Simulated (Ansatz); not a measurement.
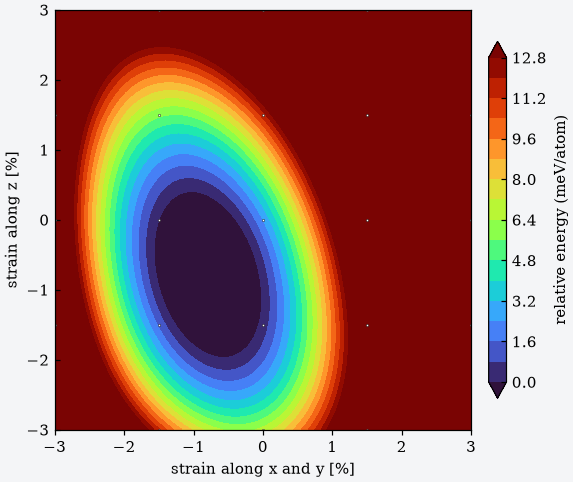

TiC (Fm-3m, No. 225; 2 atoms in the cell). 
- The cell is strained homogeneously, by one strain along x and y and another along z, with fractional coordinates fixed (x, y and z along the cube axes).
- Coordinates scanned: (1) strain along x and y; (2) strain along z.
- The grid has 5 × 5 points.
- Points are written as (first, second).
- Energies are in meV/atom, from the lowest grid point.
- The reference cell is the one listed in the database, not relaxed at this level.
- Theory: DFT PBEsol, scalar-relativistic, plane waves, PAW in Ansatz 0.2.0. Settings: cutoff 420 eV, k-mesh 18×18×18, gaussian smearing 0.15 eV, no spin polarisation.

The picture shows filled contours, dots at the grid points, one colour for all values above the top of the scale. Between grid points the surface is interpolated.

**Estimate the clamped-ion elastic constants that this map fixes.**

With the cell volume of 20.3 Å³, the curvatures of the interpolated surface at its minimum give C₁₁ + C₂₂ + 2C₁₂ ≈ 1300 GPa, C₃₃ ≈ 550 GPa and C₁₃ + C₂₃ ≈ 250 GPa (clamped ions, Cartesian axes of the cell). A stretch of 1 % along z with free sides (kept equal in x and y) would change the in-plane lengths by about −0.18 %.
